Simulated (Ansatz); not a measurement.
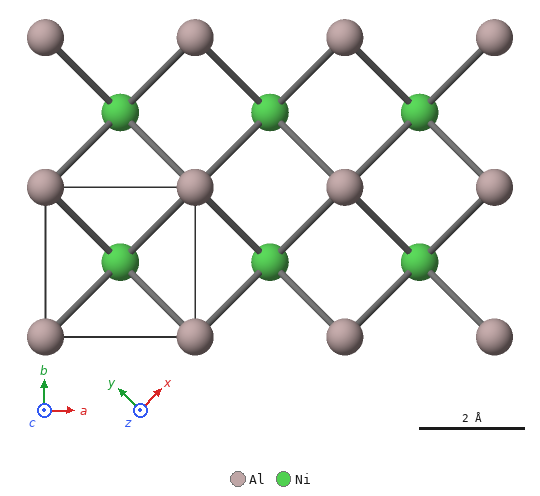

Energy scan for a crystal of AlNi (P4/mmm), in which the cell is strained equally along x and y, with the atoms kept at their fractional coordinates. x, y and z are the Cartesian axes of the input. The picture shows the reference cell. The picture is a ball-and-stick view of the cell of the calculation, repeated 3 × 2 × 2 with one cell outlined, seen along the c axis.

Method: Ansatz, DFT PBEsol, scalar-relativistic, plane waves, PAW. Settings: plane-wave cutoff 420 eV; k-point mesh 20 × 20 × 20; occupations gaussian; smearing width 0.15 eV; no spin polarisation. Energies (free energies at the smearing named) are counted from the relaxed crystal.

The input:
```yaml
crystal:
  lattice:
    - [2.0213280872, -2.0213497884, 0.0]
    - [2.0213280872, 2.0213497884, 0.0]
    - [0.0, 0.0, 2.8694088111]
  atoms:
    - { symbol: Al, position: [0.0, 0.0, 0.0] }
    - { symbol: Ni, position: [0.5, 0.5, 0.5] }
basis:
  ecutwfc: 420
kpoints:
  mp_grid: { grid: [20, 20, 20] }
hamiltonian:
  xc: pbesol
scf:
  occupations: { method: gaussian, width: 0.15 }
output:
  forces: true
  stress: true
  eigenvalues: true
```

Launched with:
```bash
ansatz run input.yaml --threads 1 --pin off --max-ram 2560MiB --backend cpu --events-out ev --progress --plain --runs-dir out
```

### Predict the energy profile (the strain: −0.0200, −0.0150, −0.0100, −0.0050, 0.0000, 0.0050, 0.0100, 0.0150, 0.0175, 0.0200).

```tsv
strain	ΔE (meV/atom)
−0.0200	11.8
−0.0150	6.6
−0.0100	3.0
−0.0050	0.8
0.0000	0.0
0.0050	0.6
0.0100	2.5
0.0150	5.7
0.0175	7.7
0.0200	10.0
```

The lowest computed point lies at the strain 0.00 (0.0 meV/atom). At the ends of the scan the energy is 11.8 meV/atom (−0.02) and 10.0 meV/atom (0.02). The curvature at zero strain, (1/V) d²E/dε², is about 740 GPa; it is C₁₁ + C₂₂ + 2C₁₂ with clamped ions. The distortion keeps the space group P4/mmm. At the strain −0.02 the cell of the drawing goes a 2.859 → 2.801 Å, b 2.859 → 2.801 Å.

The computed profile:

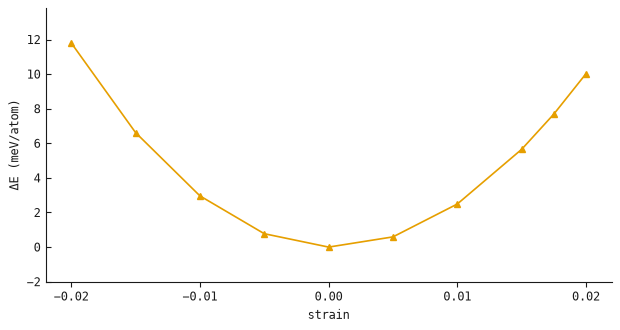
